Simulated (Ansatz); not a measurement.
System: GaN.

Input

```
crystal:
  lattice:
    - [0.0806624313, 2.3296149756, 2.3296149756]
    - [2.3296149756, 0.0806624313, 2.3296149756]
    - [2.3296149756, 2.3296149756, 0.0806624313]
  atoms:
    - { symbol: Ga, position: [0.0016009285, 0.0016009285, 0.0016009285] }
    - { symbol: "N", position: [0.2483990715, 0.2483990715, 0.2483990715] }
kpoints:
  mp_grid: { grid: [10, 10, 10] }
  band_path:
    path:
      - [0.0, 0.0, 0.0]
      - [-0.5, -0.5, 0.0]
      - [-0.375, -0.375, 0.25]
      - [-0.375, 0.0, 0.375]
      - [0.0, 0.0, 0.5]
      - [-0.5, -0.25, 0.25]
    npoints: 1
hamiltonian:
  xc: r2scan
scf:
  occupations: { method: fixed }
  n_extra_bands: 4
output:
  forces: true
  stress: true
  eigenvalues: true
  write_density: true
  write_potential: true
  elf: true
  volumetric_format: npy
```

Run with:

```sh
ansatz run input.yaml --threads 4 --pin off --max-ram 3686MiB --backend cpu --events-out ev --progress --plain --runs-dir out
```

Below, planes, directions and counts refer to the conventional cell (a = 3.18 Å, b = 3.18 Å, c = 8.21 Å, α = 90.00°, β = 90.00°, γ = 120.00°).

Space group R3m; started from the zincblende prototype, which need not be the ambient phase; changed on purpose from its base cell (shear 111 strain +5.4%); computed pressure about −9 GPa in this cell.

Level of theory: DFT, r2SCAN, plane waves, PAW (Ansatz).

Question: Predict the valence pseudo-density and electron localisation function between the atoms.

Answer: Ga–N (2.03 Å): ρ at the midpoint is about 0.64 e/Å³; the ELF peaks at about 0.85 in the valence shell of N, 0.7 Å from its nucleus, and is about 0.45 at the midpoint.

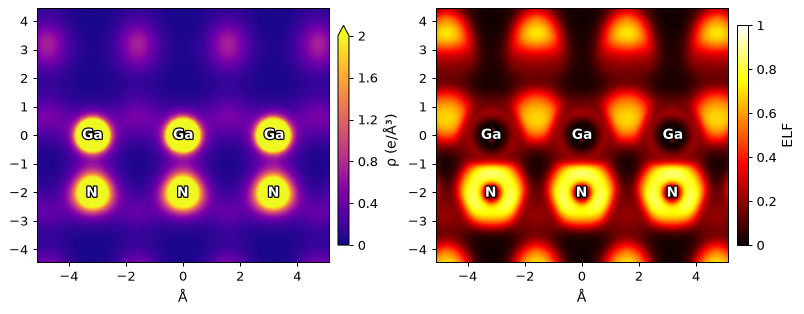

Computed valence pseudo-density and electron localisation function on the (100) plane of the conventional cell, in this order. Atoms just off the plane (Ga, 0.9 Å away and N, 0.9 Å away) can leave unmarked features too.

The density is the valence pseudo-density of a PAW calculation; it isn't the true density close to the nuclei.
